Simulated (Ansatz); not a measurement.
# Run report: GaN, geometry relaxation (part 3 of 3)

GaN (slab, 24 atoms in the cell); DFT PBE+D3(BJ), scalar-relativistic, plane waves, PAW, no spin polarisation (Ansatz 0.2.0); cutoff 420 eV, 3×3×1 k-mesh, Gaussian smearing of 0.05 eV. The structure derives from an entry of the Crystallography Open Database. The input holds or restrains some coordinates. It belongs to a series of runs on one base structure; here: clean slab, lower planes held.

Geometry of the input (Å; fractional positions):
```
6.3931  0.0000  0.0000
0.0000  5.2086  0.0000
0.0000  0.0000  22.4594
Ga 0.5000  0.0008  0.3562
Ga 0.0000  0.0008  0.3562
N  0.5000  0.6242  0.3562
N  0.0000  0.6242  0.3562
Ga 0.7500  0.5008  0.3973
Ga 0.2500  0.5008  0.3973
N  0.7500  0.1242  0.3973
N  0.2500  0.1242  0.3973
Ga 0.7500  0.0008  0.4795
Ga 0.2500  0.0008  0.4795
N  0.7500  0.6242  0.4795
N  0.2500  0.6242  0.4795
Ga 0.0000  0.5008  0.5205
Ga 0.5000  0.5008  0.5205
N  0.0000  0.1242  0.5205
N  0.5000  0.1242  0.5205
Ga 0.0000  0.0008  0.6027
Ga 0.5000  0.0008  0.6027
N  0.0000  0.6242  0.6027
N  0.5000  0.6242  0.6027
Ga 0.2500  0.5008  0.6438
Ga 0.7500  0.5008  0.6438
N  0.2500  0.1242  0.6438
N  0.7500  0.1242  0.6438
```

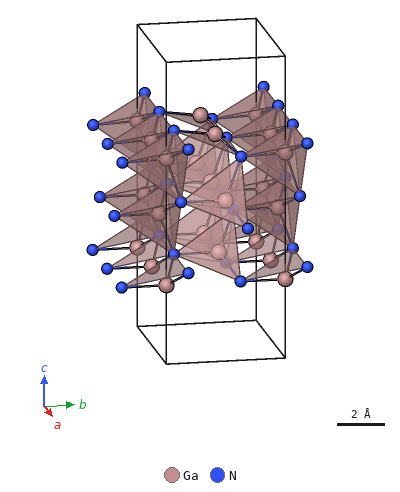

Figure 1. The geometry at step 4 of the log (polyhedral view of the cell of the calculation, with the vacuum cut short, seen slightly off an axis; polyhedra are completed across the faces of the cell).

What the program printed, continued:
```
  k-point 1: bands = ["-15.7186", "-15.4839", "-15.3601", "-15.2610", "-15.2223", "-15.0337", "-15.0300", "-14.8501", "-14.8455", "-14.7519", "-14.2357", "-14.1889", "-13.9268", "-13.9048", "-13.8974", "-13.8912", "-13.8907", "-13.8606", "-13.8549", "-13.8310", "-13.7780", "-13.7597", "-13.7477", "-13.7426", "-13.7373", "-13.7137", "-13.5673", "-13.5479", "-13.5471", "-13.5386", "-13.5208", "-13.5014", "-13.4962", "-13.4584", "-13.4542", "-13.3969", "-13.3806", "-13.3646", "-13.3631", "-13.3498", "-13.3492", "-13.3440", "-13.2972", "-13.2682", "-13.2515", "-13.2416", "-13.1281", "-13.0964", "-13.0112", "-13.0001", "-12.9922", "-12.9274", "-12.9089", "-12.9032", "-12.8298", "-12.8271", "-12.8206", "-12.8028", "-12.7672", "-12.7265", "-12.6807", "-12.6754", "-12.5044", "-12.1700", "-12.1053", "-12.0294", "-11.8318", "-11.6448", "-11.6331", "-11.4015", "-11.1942", "-10.9092", "-6.5015", "-6.4376", "-6.2309", "-6.1269", "-6.0959", "-5.7527", "-5.3850", "-5.3021", "-5.1958", "-4.8690", "-3.4222", "-3.2261", "-3.0438", "-2.9058", "-2.7541", "-2.7258", "-2.6921", "-2.2987", "-2.2687", "-2.1518", "-2.0215", "-1.8545", "-1.8447", "-1.6339", "-1.5080", "-1.4348", "-1.3052", "-1.2374", "-1.0883", "-0.9911", "-0.4093", "-0.3904", "-0.3014", "0.1165", "0.1835", "0.1968", "1.8718", "2.2625", "2.9374", "3.2336", "4.1970", "4.5785", "4.7246", "4.8794", "4.9026", "5.0802", "5.4220", "5.5885", "5.7327", "5.7507", "6.2298", "6.2917", "6.3586", "6.4251", "7.1504", "7.3176", "7.4077", "7.4554", "7.5863", "7.6533"]
  k-point 2: bands = ["-15.7603", "-15.4995", "-15.4928", "-15.3575", "-15.1945", "-15.0894", "-14.9640", "-14.9061", "-14.8374", "-14.7929", "-14.2775", "-14.2393", "-13.9435", "-13.9287", "-13.9275", "-13.9173", "-13.8525", "-13.8172", "-13.8133", "-13.8060", "-13.7949", "-13.7748", "-13.7705", "-13.7579", "-13.6910", "-13.6531", "-13.5959", "-13.5791", "-13.5791", "-13.5224", "-13.5004", "-13.4784", "-13.4705", "-13.4554", "-13.4415", "-13.4173", "-13.3973", "-13.3777", "-13.3696", "-13.3270", "-13.3245", "-13.3128", "-13.3069", "-13.2825", "-13.2797", "-13.2434", "-13.2411", "-13.1330", "-13.1032", "-13.0237", "-13.0024", "-12.9751", "-12.8988", "-12.8914", "-12.8580", "-12.8492", "-12.8406", "-12.7704", "-12.7518", "-12.7337", "-12.7123", "-12.6949", "-12.6701", "-12.3909", "-12.0275", "-11.6614", "-11.6221", "-11.3610", "-11.2176", "-11.0850", "-10.9214", "-10.8740", "-6.5497", "-5.9759", "-5.8143", "-5.7957", "-5.7543", "-5.5057", "-5.0326", "-4.8344", "-4.5642", "-4.3827", "-4.2698", "-4.2526", "-3.8080", "-3.7616", "-3.5891", "-3.3661", "-3.1618", "-2.9696", "-2.8112", "-2.6353", "-2.4669", "-2.2160", "-1.8852", "-1.6965", "-1.6649", "-1.5434", "-1.3194", "-1.1973", "-0.9736", "-0.9221", "-0.5651", "-0.5190", "-0.3299", "-0.2175", "0.0463", "0.2108", "1.7725", "2.2007", "2.7777", "3.3687", "4.4143", "4.9187", "5.4610", "5.4689", "5.6316", "5.7835", "5.9799", "5.9986", "6.3320", "6.3670", "6.5883", "6.6223", "6.6745", "6.7793", "6.8570", "6.8985", "7.1465", "7.3882", "7.5893", "7.6889"]
  k-point 3: bands = ["-15.6080", "-15.4267", "-15.4111", "-15.2995", "-15.1649", "-15.0696", "-14.9766", "-14.8865", "-14.8166", "-14.7705", "-14.2185", "-14.1962", "-13.9437", "-13.9259", "-13.9250", "-13.9178", "-13.8630", "-13.8237", "-13.8128", "-13.8093", "-13.7996", "-13.7760", "-13.7733", "-13.7583", "-13.6846", "-13.6501", "-13.5837", "-13.5754", "-13.5649", "-13.5364", "-13.4962", "-13.4863", "-13.4734", "-13.4465", "-13.4270", "-13.4264", "-13.4009", "-13.3920", "-13.3714", "-13.3404", "-13.3363", "-13.3086", "-13.3018", "-13.2875", "-13.2712", "-13.2042", "-13.1751", "-13.0859", "-13.0631", "-13.0173", "-12.9978", "-12.9498", "-12.8944", "-12.8892", "-12.8527", "-12.8502", "-12.8398", "-12.7511", "-12.7276", "-12.7112", "-12.7008", "-12.6389", "-12.6094", "-12.3392", "-12.2700", "-12.0446", "-11.8900", "-11.7524", "-11.6438", "-11.2761", "-11.2573", "-11.0232", "-6.1022", "-5.9490", "-5.9482", "-5.7122", "-5.4404", "-5.3728", "-5.2275", "-5.1213", "-4.9298", "-4.4855", "-4.0263", "-3.8184", "-3.2297", "-3.1614", "-3.1105", "-3.0588", "-2.7445", "-2.5690", "-2.4821", "-2.3357", "-2.2685", "-2.2636", "-1.9730", "-1.8959", "-1.5783", "-1.4124", "-1.3389", "-1.1847", "-1.1774", "-1.1166", "-0.9537", "-0.6267", "-0.3188", "-0.1935", "0.1788", "0.1808", "2.0294", "2.2004", "3.2190", "3.3589", "4.6415", "4.6865", "5.2085", "5.2884", "5.5062", "5.8071", "5.8406", "6.0801", "6.1051", "6.4233", "6.5567", "6.7243", "6.7630", "6.9057", "7.1108", "7.2172", "7.3330", "7.3735", "7.4705", "7.6422"]
--- Relaxed structure (6 steps of the walk, 6 accepted, 0 SCFs on fresh bases) ---
  F+E_penalty+E_count = -50011.93428051 eV   max|allowed force component| = 8.677e-3 eV/Å
  atoms:
    - { symbol: Ga, position: [0.5, 0.000811033, 0.35619864729999995] }
    - { symbol: Ga, position: [0.0, 0.000811033, 0.35619864729999995] }
    - { symbol: N, position: [0.5, 0.624188967, 0.35619864729999995] }
    - { symbol: N, position: [0.0, 0.624188967, 0.35619864729999995] }
    - { symbol: Ga, position: [0.75, 0.500811033, 0.3972847480999999] }
    - { symbol: Ga, position: [0.25, 0.500811033, 0.3972847480999999] }
    - { symbol: N, position: [0.75, 0.124188967, 0.3972847480999999] }
    - { symbol: N, position: [0.25, 0.124188967, 0.3972847480999999] }
    - { symbol: Ga, position: [0.75, 0.000811033, 0.47945694959999996] }
    - { symbol: Ga, position: [0.25, 0.000811033, 0.47945694959999996] }
    - { symbol: N, position: [0.75, 0.624188967, 0.47945694959999996] }
    - { symbol: N, position: [0.25, 0.624188967, 0.47945694959999996] }
    - { symbol: Ga, position: [4.707033020273225e-37, 0.49855762570144574, 0.5181504988352129] }
    - { symbol: Ga, position: [0.5, 0.49855762570144574, 0.5181504988352129] }
    - { symbol: N, position: [-1.88281320810929e-36, 0.12304165306076036, 0.5194060764193805] }
    - { symbol: N, position: [0.5, 0.12304165306076036, 0.5194060764193805] }
    - { symbol: Ga, position: [-1.2238285852710385e-34, 0.004317837933241233, 0.606452525076717] }
    - { symbol: Ga, position: [0.5, 0.004317837933241233, 0.606452525076717] }
    - { symbol: N, position: [-3.76562641621858e-36, 0.6288801647428496, 0.6035775589404547] }
    - { symbol: N, position: [0.5, 0.6288801647428496, 0.6035775589404547] }
    - { symbol: Ga, position: [0.25, 0.46964385684730586, 0.6314929047767106] }
    - { symbol: Ga, position: [0.75, 0.46964385684730586, 0.6314929047767106] }
    - { symbol: N, position: [0.25, 0.12275963826316497, 0.6428341952850576] }
    - { symbol: N, position: [0.75, 0.12275963826316497, 0.6428341952850576] }
```

Trajectory as extended XYZ (Å, eV, eV/Å), 6 frames, from step=1 to step=6:
```
24
Lattice="6.3931 0.0000 0.0000 0.0000 5.2086 0.0000 0.0000 0.0000 22.4594" Properties=species:S:1:pos:R:3:forces:R:3 step=1 energy=-50010.92869
Ga    3.1966    0.0042    8.0000    0.0000  -2.0166   1.4834
Ga    0.0000    0.0042    8.0000    0.0000  -2.0166   1.4834
N     3.1966    3.2511    8.0000    0.0000   0.6855   0.3378
N     0.0000    3.2511    8.0000    0.0000   0.6855   0.3378
Ga    4.7948    2.6085    8.9228    0.0000   1.1051  -1.4756
Ga    1.5983    2.6085    8.9228    0.0000   1.1051  -1.4756
N     4.7948    0.6468    8.9228    0.0000   0.5168  -1.1457
N     1.5983    0.6468    8.9228    0.0000   0.5168  -1.1457
Ga    4.7948    0.0042   10.7683    0.0000  -0.3010   0.4317
Ga    1.5983    0.0042   10.7683    0.0000  -0.3010   0.4317
N     4.7948    3.2511   10.7683    0.0000   0.0107   0.7968
N     1.5983    3.2511   10.7683    0.0000   0.0107   0.7968
Ga    0.0000    2.6085   11.6911    0.0000  -0.3010  -0.4317
Ga    3.1966    2.6085   11.6911    0.0000  -0.3010  -0.4317
N     0.0000    0.6468   11.6911    0.0000   0.0107  -0.7968
N     3.1966    0.6468   11.6911    0.0000   0.0107  -0.7968
Ga    0.0000    0.0042   13.5366    0.0000   1.1051   1.4756
Ga    3.1966    0.0042   13.5366    0.0000   1.1051   1.4756
N     0.0000    3.2511   13.5366    0.0000   0.5168   1.1457
N     3.1966    3.2511   13.5366    0.0000   0.5168   1.1457
Ga    1.5983    2.6085   14.4594    0.0000  -2.0166  -1.4834
Ga    4.7948    2.6085   14.4594    0.0000  -2.0166  -1.4834
N     1.5983    0.6468   14.4594    0.0000   0.6855  -0.3378
N     4.7948    0.6468   14.4594    0.0000   0.6855  -0.3378
24
Lattice="6.3931 0.0000 0.0000 0.0000 5.2086 0.0000 0.0000 0.0000 22.4594" Properties=species:S:1:pos:R:3:forces:R:3 step=2 energy=-50011.66626
Ga    3.1966    0.0042    8.0000    0.0000  -2.0247   1.4738
Ga    0.0000    0.0042    8.0000    0.0000  -2.0247   1.4738
N     3.1966    3.2511    8.0000    0.0000   0.6879   0.3428
N     0.0000    3.2511    8.0000    0.0000   0.6879   0.3428
Ga    4.7948    2.6085    8.9228    0.0000   1.1150  -1.5072
Ga    1.5983    2.6085    8.9228    0.0000   1.1150  -1.5072
N     4.7948    0.6468    8.9228    0.0000   0.5142  -1.1367
N     1.5983    0.6468    8.9228    0.0000   0.5142  -1.1367
Ga    4.7948    0.0042   10.7683    0.0000  -0.3632   0.4023
Ga    1.5983    0.0042   10.7683    0.0000  -0.3632   0.4023
N     4.7948    3.2511   10.7683    0.0000   0.0362   0.6628
N     1.5983    3.2511   10.7683    0.0000   0.0362   0.6628
Ga    0.0000    2.6066   11.6752    0.0000  -0.0119  -0.5543
Ga    3.1966    2.6066   11.6752    0.0000  -0.0119  -0.5543
N     0.0000    0.6480   11.6800    0.0000   0.1014  -0.4063
N     3.1966    0.6480   11.6800    0.0000   0.1014  -0.4063
Ga    0.0000    0.0671   13.5729    0.0000   0.0488   0.7278
Ga    3.1966    0.0671   13.5729    0.0000   0.0488   0.7278
N     0.0000    3.3084   13.5141    0.0000  -0.2063   0.9461
N     3.1966    3.3084   13.5141    0.0000  -0.2063   0.9461
Ga    1.5983    2.5144   14.2888    0.0000  -0.9044  -0.6017
Ga    4.7948    2.5144   14.2888    0.0000  -0.9044  -0.6017
N     1.5983    0.6208   14.4896    0.0000   1.0073  -0.3490
N     4.7948    0.6208   14.4896    0.0000   1.0073  -0.3490
24
Lattice="6.3931 0.0000 0.0000 0.0000 5.2086 0.0000 0.0000 0.0000 22.4594" Properties=species:S:1:pos:R:3:forces:R:3 step=3 energy=-50011.90076
Ga    3.1966    0.0042    8.0000    0.0000  -2.0159   1.4775
Ga    0.0000    0.0042    8.0000    0.0000  -2.0159   1.4775
N     3.1966    3.2511    8.0000    0.0000   0.6848   0.3615
N     0.0000    3.2511    8.0000    0.0000   0.6848   0.3615
Ga    4.7948    2.6085    8.9228    0.0000   1.0996  -1.5835
Ga    1.5983    2.6085    8.9228    0.0000   1.0996  -1.5835
N     4.7948    0.6468    8.9228    0.0000   0.5119  -1.1686
N     1.5983    0.6468    8.9228    0.0000   0.5119  -1.1686
Ga    4.7948    0.0042   10.7683    0.0000  -0.3327   0.4268
Ga    1.5983    0.0042   10.7683    0.0000  -0.3327   0.4268
N     4.7948    3.2511   10.7683    0.0000   0.0994   0.5666
N     1.5983    3.2511   10.7683    0.0000   0.0994   0.5666
Ga    0.0000    2.6076   11.6506    0.0000   0.0178  -0.1145
Ga    3.1966    2.6076   11.6506    0.0000   0.0178  -0.1145
N     0.0000    0.6476   11.6709    0.0000   0.0223  -0.0624
N     3.1966    0.6476   11.6709    0.0000   0.0223  -0.0624
Ga    0.0000    0.0603   13.6131    0.0000  -0.4335   0.2231
Ga    3.1966    0.0603   13.6131    0.0000  -0.4335   0.2231
N     0.0000    3.2852   13.5514    0.0000   0.0982   0.1399
N     3.1966    3.2852   13.5514    0.0000   0.0982   0.1399
Ga    1.5983    2.4406   14.1931    0.0000   0.5350  -0.0830
Ga    4.7948    2.4406   14.1931    0.0000   0.5350  -0.0830
N     1.5983    0.6500   14.4767    0.0000  -0.2860  -0.1820
N     4.7948    0.6500   14.4767    0.0000  -0.2860  -0.1820
24
Lattice="6.3931 0.0000 0.0000 0.0000 5.2086 0.0000 0.0000 0.0000 22.4594" Properties=species:S:1:pos:R:3:forces:R:3 step=4 energy=-50011.92649
Ga    3.1966    0.0042    8.0000    0.0000  -2.0015   1.4873
Ga    0.0000    0.0042    8.0000    0.0000  -2.0015   1.4873
N     3.1966    3.2511    8.0000    0.0000   0.6788   0.3693
N     0.0000    3.2511    8.0000    0.0000   0.6788   0.3693
Ga    4.7948    2.6085    8.9228    0.0000   1.0864  -1.6391
Ga    1.5983    2.6085    8.9228    0.0000   1.0864  -1.6391
N     4.7948    0.6468    8.9228    0.0000   0.5079  -1.2134
N     1.5983    0.6468    8.9228    0.0000   0.5079  -1.2134
Ga    4.7948    0.0042   10.7683    0.0000  -0.3508   0.4026
Ga    1.5983    0.0042   10.7683    0.0000  -0.3508   0.4026
N     4.7948    3.2511   10.7683    0.0000   0.0842   0.5826
N     1.5983    3.2511   10.7683    0.0000   0.0842   0.5826
Ga    0.0000    2.5896   11.6314    0.0000   0.0916  -0.0144
Ga    3.1966    2.5896   11.6314    0.0000   0.0916  -0.0144
N     0.0000    0.6454   11.6608    0.0000  -0.1317   0.0977
N     3.1966    0.6454   11.6608    0.0000  -0.1317   0.0977
Ga    0.0000    0.0131   13.6309    0.0000   0.1659  -0.1928
Ga    3.1966    0.0131   13.6309    0.0000   0.1659  -0.1928
N     0.0000    3.2768   13.5521    0.0000  -0.0213   0.0314
N     3.1966    3.2768   13.5521    0.0000  -0.0213   0.0314
Ga    1.5983    2.4547   14.1793    0.0000  -0.0937  -0.0134
Ga    4.7948    2.4547   14.1793    0.0000  -0.0937  -0.0134
N     1.5983    0.6473   14.4217    0.0000  -0.0134   0.1043
N     4.7948    0.6473   14.4217    0.0000  -0.0134   0.1043
24
Lattice="6.3931 0.0000 0.0000 0.0000 5.2086 0.0000 0.0000 0.0000 22.4594" Properties=species:S:1:pos:R:3:forces:R:3 step=5 energy=-50011.93399
Ga    3.1966    0.0042    8.0000    0.0000  -2.0050   1.4822
Ga    0.0000    0.0042    8.0000    0.0000  -2.0050   1.4822
N     3.1966    3.2511    8.0000    0.0000   0.6796   0.3671
N     0.0000    3.2511    8.0000    0.0000   0.6796   0.3671
Ga    4.7948    2.6085    8.9228    0.0000   1.0905  -1.6274
Ga    1.5983    2.6085    8.9228    0.0000   1.0905  -1.6274
N     4.7948    0.6468    8.9228    0.0000   0.5093  -1.1941
N     1.5983    0.6468    8.9228    0.0000   0.5093  -1.1941
Ga    4.7948    0.0042   10.7683    0.0000  -0.3502   0.4019
Ga    1.5983    0.0042   10.7683    0.0000  -0.3502   0.4019
N     4.7948    3.2511   10.7683    0.0000   0.0707   0.5625
N     1.5983    3.2511   10.7683    0.0000   0.0707   0.5625
Ga    0.0000    2.5955   11.6354    0.0000   0.0154   0.0320
Ga    3.1966    2.5955   11.6354    0.0000   0.0154   0.0320
N     0.0000    0.6406   11.6664    0.0000  -0.0013  -0.0415
N     3.1966    0.6406   11.6664    0.0000  -0.0013  -0.0415
Ga    0.0000    0.0218   13.6161    0.0000  -0.0093   0.0431
Ga    3.1966    0.0218   13.6161    0.0000  -0.0093   0.0431
N     0.0000    3.2753   13.5563    0.0000  -0.0150  -0.0273
N     3.1966    3.2753   13.5563    0.0000  -0.0150  -0.0273
Ga    1.5983    2.4447   14.1816    0.0000  -0.0077   0.0041
Ga    4.7948    2.4447   14.1816    0.0000  -0.0077   0.0041
N     1.5983    0.6368   14.4343    0.0000   0.0227  -0.0026
N     4.7948    0.6368   14.4343    0.0000   0.0227  -0.0026
24
Lattice="6.3931 0.0000 0.0000 0.0000 5.2086 0.0000 0.0000 0.0000 22.4594" Properties=species:S:1:pos:R:3:forces:R:3 step=6 energy=-50011.93428
Ga    3.1966    0.0042    8.0000    0.0000  -2.0043   1.4836
Ga    0.0000    0.0042    8.0000    0.0000  -2.0043   1.4836
N     3.1966    3.2511    8.0000    0.0000   0.6795   0.3670
N     0.0000    3.2511    8.0000    0.0000   0.6795   0.3670
Ga    4.7948    2.6085    8.9228    0.0000   1.0884  -1.6237
Ga    1.5983    2.6085    8.9228    0.0000   1.0884  -1.6237
N     4.7948    0.6468    8.9228    0.0000   0.5093  -1.1968
N     1.5983    0.6468    8.9228    0.0000   0.5093  -1.1968
Ga    4.7948    0.0042   10.7683    0.0000  -0.3465   0.4028
Ga    1.5983    0.0042   10.7683    0.0000  -0.3465   0.4028
N     4.7948    3.2511   10.7683    0.0000   0.0723   0.5744
N     1.5983    3.2511   10.7683    0.0000   0.0723   0.5744
Ga    0.0000    2.5968   11.6373    0.0000  -0.0027  -0.0087
Ga    3.1966    2.5968   11.6373    0.0000  -0.0027  -0.0087
N     0.0000    0.6409   11.6655    0.0000   0.0042   0.0073
N     3.1966    0.6409   11.6655    0.0000   0.0042   0.0073
Ga    0.0000    0.0225   13.6205    0.0000  -0.0001  -0.0037
Ga    3.1966    0.0225   13.6205    0.0000  -0.0001  -0.0037
N     0.0000    3.2756   13.5560    0.0000   0.0044   0.0017
N     3.1966    3.2756   13.5560    0.0000   0.0044   0.0017
Ga    1.5983    2.4462   14.1829    0.0000  -0.0004  -0.0008
Ga    4.7948    2.4462   14.1829    0.0000  -0.0004  -0.0008
N     1.5983    0.6394   14.4377    0.0000  -0.0041  -0.0033
N     4.7948    0.6394   14.4377    0.0000  -0.0041  -0.0033
```

Results in brief:

| quantity | value |
| --- | --- |
| outcome | converged under the restraints of the input |
| electrons treated | 216 |
| free energy | −50011.9343 eV |
| work function, top face | 4.87 eV |
| work function, bottom face | 4.72 eV |
| Fermi energy | 0.778 eV |
| gap on the k-point mesh | 0.70 eV |
| final volume | 747.88 Å³ |
| work function (upper face) | 4.87 eV |
| largest force (length of the vector) at the end, held atoms and coordinates included | 2.494 eV/Å |
| hardware | 4 threads of Intel Xeon @ 2.50GHz (Skylake/Cascade Lake), 192 GiB of memory available, shared host |
| wall time | 2.3 min (CPU time 7.7 min) |
| peak memory | 1.9 GiB |

Remarks:

The program warns: the exchange-correlation potential is rough where the density is thin.
